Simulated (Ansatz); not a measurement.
## SrCl$_{2}$: 7 runs along one coordinate

System: SrCl$_{2}$ (Fmmm, 3 atoms in the cell).
Method: DFT r2SCAN, scalar-relativistic, plane waves, PAW, no spin polarisation (Ansatz 0.2.0).

The 7 runs differ only in the geometry, by a strain of the cell at fixed fractional positions. Against run 4, the strain is εxx = −0.98 η and εyy = η. The structure derives from an entry of the Crystallography Open Database.

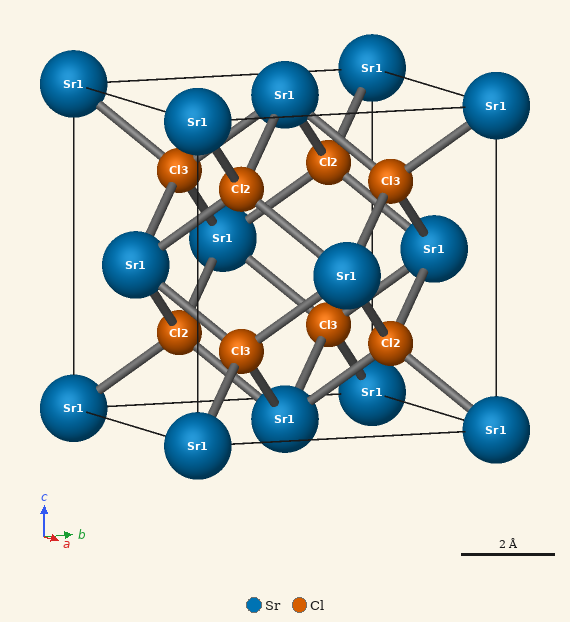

Figure 1. The structure of run 4 (ball-and-stick view of the cell 4 times as large as that of the calculation, set on its symmetry axes, seen slightly off an axis; atoms are numbered from 1 in the order of the input). An atom can appear more than once, as a periodic image.

### Input of run 4
```yaml
crystal:
  lattice:
    - [0.0, 3.450645, 3.4855]
    - [3.520355, 0.0, 3.4855]
    - [3.520355, 3.450645, 0.0]
  atoms:
    - { symbol: Sr, position: [0.0, 0.0, 0.0] }
    - { symbol: Cl, position: [0.25, 0.25, 0.25] }
    - { symbol: Cl, position: [0.75, 0.75, 0.75] }
basis:
  ecutwfc: 500
kpoints:
  mp_grid: { grid: [6, 6, 6] }
hamiltonian:
  xc: r2scan
scf:
  occupations: { method: gaussian, width: 0.05 }
output:
  forces: true
  stress: true
  eigenvalues: true
```

Command:
```bash
ansatz run input.yaml --threads 1 --pin off --max-ram 2560MiB --backend cpu --events-out ev --progress --plain --runs-dir out
```

Run 3 differs from it as follows:
```diff
-    - [0.0, 3.450645, 3.4855]
-    - [3.520355, 0.0, 3.4855]
-    - [3.520355, 3.450645, 0.0]
+    - [0.0, 3.3983625, 3.4855]
+    - [3.5726375, 0.0, 3.4855]
+    - [3.5726375, 3.3983625, 0.0]
```

### Results, with one run withheld

```csv
run,strain parameter η (%),"free energy per atom, from the lowest run given (meV)",pressure (GPa),gap on the mesh (eV)
1,−2.5253,11.88,0.48,5.59
2,−2.0202,8.65,0.45,5.66
3,−1.5152,?,?,?
4,0.0000,0.74,0.39,5.90
5,0.5051,0.00,0.39,5.94
6,3.0303,3.69,0.42,5.79
7,5.0505,15.64,0.50,5.51
```

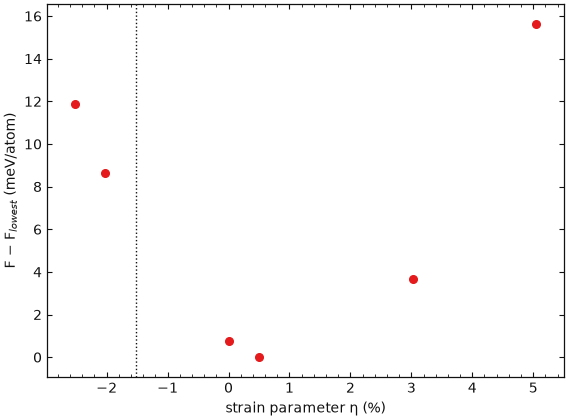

Figure 2. Free energy per atom of the runs given; the dotted line marks run 3.

Fit the runs given and predict run 3.

A cubic polynomial in the coordinate, fitted to the 6 runs given, misses them by at most 0.01 meV per atom. With x = η − 0.6734, it reads F = −0.14657 − 0.66456 x + 0.97058 x² + 0.0011797 x³ (meV per atom). At run 3 it gives 5.94 meV per atom, and the run itself gives 5.92. The fit has its minimum at η = 1.0155 %. The gap on the mesh lies between 5.51 eV (run 7) and 5.94 eV (run 5); run 3 has 5.73 eV. These are gaps of this functional on this mesh, which can miss the band edges; they aren't the measured gap.

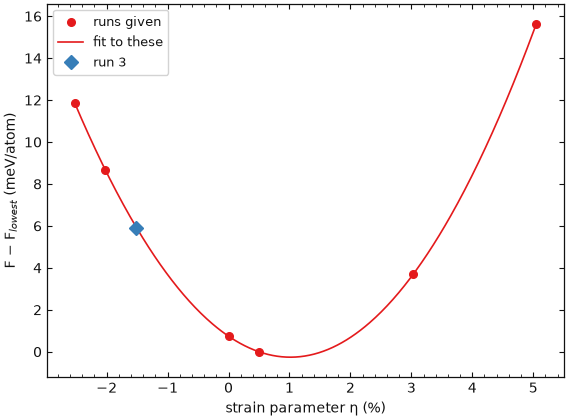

Figure 3. The fit and the withheld run.

### Output, shortened to warnings, some set-up lines, iterations and results (run 3)
```
Basis set: ecut = 500 eV, 2133 PW (Γ), exchange–correlation on 144×160×144 points (64 copies of the dense FFT grid, shifted against one another)
Symmetry: 8 space group operations
k-points: 46 of 216
Initial density: superposition of atomic densities (neutral atoms: chi_scale 0, normalization atom), corrected by the library's trained network
[...]
SCF iter   1: F=—  HF=-5730.649747 eV  |F-HF|=—  |Δ(HF+E_count)|=         —  Δρ=3.99e-3  dr2=7.84e-3  dr2_τ=7.88e-3  ethr=1.77e-3  ⟨swp⟩=9.7  Hψ=5438  notcnv=0
SCF iter   2: F=—  HF=-5730.696181 eV  |F-HF|=—  |Δ(HF+E_count)|=   4.64e-2  Δρ=1.96e-3  dr2=1.60e-3  dr2_τ=1.62e-4  ethr=3.27e-5  ⟨swp⟩=2.2  Hψ=1849  notcnv=0
SCF iter   3: F=—  HF=-5730.696437 eV  |F-HF|=—  |Δ(HF+E_count)|=   2.56e-4  Δρ=4.49e-4  dr2=1.40e-4  dr2_τ=3.07e-5  ethr=6.68e-6  ⟨swp⟩=2.7  Hψ=1266  notcnv=0
SCF iter   4: F=—  HF=-5730.696417 eV  |F-HF|=—  |Δ(HF+E_count)|=   1.97e-5  Δρ=6.40e-5  dr2=2.11e-6  dr2_τ=1.13e-6  ethr=5.82e-7  ⟨swp⟩=2.1  Hψ=1033  notcnv=0
SCF iter   5: F=—  HF=-5730.696415 eV  |F-HF|=—  |Δ(HF+E_count)|=   2.41e-6  Δρ=1.70e-5  dr2=1.10e-7  dr2_τ=1.53e-8  ethr=8.80e-9  ⟨swp⟩=2.1  Hψ=1260  notcnv=0
SCF iter   6: F=-5730.696415 eV  HF=-5730.696415 eV  |F-HF|=1.46e-9  |Δ(HF+E_count)|=   4.57e-8  Δρ=2.15e-6  dr2=3.73e-9  dr2_τ=3.77e-9  ethr=4.17e-10  ⟨swp⟩=7.1  Hψ=3967  …
SCF 1 converged in 6 iterations: F = -5730.696415 eV  dr2 = 3.73e-9
SCF converged after 6 iterations
Free energy (F): -5730.696415 eV
Harris-Foulkes:  -5730.696415 eV  (|F-HF|=1.46e-9)
Internal energy: -5730.696415 eV  (E = F + TS)
E sigma→0 (E₀):  -5730.696415 eV
Fermi energy:    5.799565 eV
--- Per-component energies (eV) ---
  E_band       = -161.929682
  E_kinetic    = 568.328642
  E_local      = -1177.867209  (includes V_loc(G=0)·N_el)
  E_nonlocal   = 257.804769
  E_hartree    = 323.816635
  E_xc         = -373.381210
  E_vxc        = -449.078272  (∫ρ·V_xc dr)
  E_paw        = -4048.793273  (= ΣΔE_a)
  E_vpaw       = -32.308041  (= ΣTr[D̂ρ^β])
  E_aug_tail   = 0.000075  (compensation charges beyond the density's cutoff)
  E_vtau       = 23.557507  (kinetic-family band-sum trace: ∫τ·v_τ [+ j·A + Jᵃ·Aᵃ] dr)
  E_ewald      = -1280.185992
  E_core_change = -0.418850  (= ΣΔE_core)
  E_smearing   = -0.000000  (= −TS)
  E_closure    = -0.000000  (closes the sum)
  Σ components = -5730.696415   (vs F -5730.696415, Δ=0.00e0)
--- Forces (eV/Å), atoms counted from 1 ---
  atom   1  Sr     0.00000000     0.00000000    -0.00000000
  atom   2  Cl     0.00000000     0.00000000    -0.00000000
  atom   3  Cl    -0.00000000     0.00000000     0.00000000
  max |Σ_I F_I| component: 9.47e-30 eV/Å
--- Stress (GPa, compression-positive) ---
       -0.941537       0.000000      -0.000000
        0.000000       1.845938      -0.000000
       -0.000000      -0.000000       0.392941
  P = ⅓ Tr σ = 0.4324 GPa (4.324 kbar)
```
